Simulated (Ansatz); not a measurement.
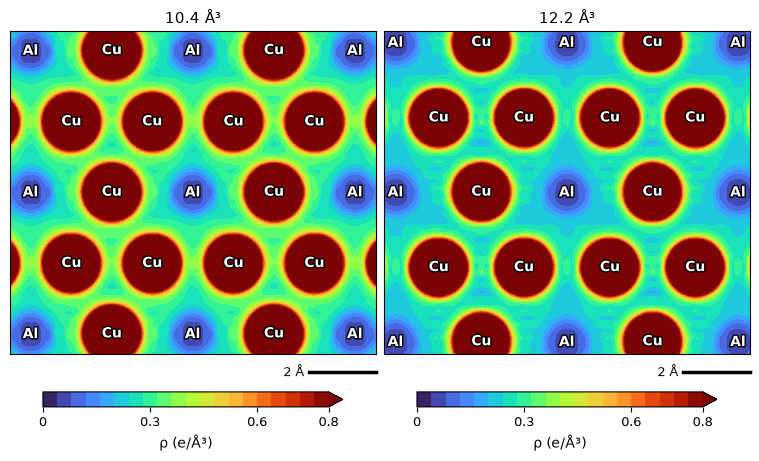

AlCu₃. The valence electron density of cells scaled evenly to different volumes (given per atom above each panel), on the (100) plane of each (indices in the axes of the cell below), at one length scale and on one colour scale.

A structure from a database of computed crystals, not necessarily the ambient phase; computed without spin polarisation.

Level of theory: DFT PBEsol, scalar-relativistic, plane waves, PAW in Ansatz.

In a PAW calculation such maps are meaningful between the atoms, not at the nuclei.

The largest cell:

```
Al Cu
1.0
     4.20298    0.00000    0.00000
     0.00000    5.15535    0.00000
     0.00000    0.00000    4.50367
Al Cu
2 6
Direct
  0.00000 0.00000 0.66444
  0.50000 0.50000 0.33556
  0.00000 0.50000 0.66822
  0.50000 0.00000 0.33178
  0.00000 0.25105 0.16395
  0.00000 0.74895 0.16395
  0.50000 0.24895 0.83605
  0.50000 0.75105 0.83605
```

| volume (Å³/atom) | Cu–Cu contact in the plane (Å) | ρ at its midpoint (e/Å³) | pressure (GPa) | 
| --- | --- | --- | --- |
| 10.38 | 2.433 | 0.356 | 30.0 | 
| 11.02 | 2.480 | ? | ? | 
| 12.20 | 2.567 | 0.304 | −3.0 | 

Estimate the missing row, and compare with the calculation.

Over the known rows ln ρ falls by 1.18 per Å of Cu–Cu distance (the line through the two), which gives 0.337 e/Å³ at 2.480 Å; the calculation gives 0.326 e/Å³. For the pressure, a straight line in volume between the neighbouring rows gives 18.4 GPa; the calculation gives 15.0, lower because pressure rises ever faster on compression.
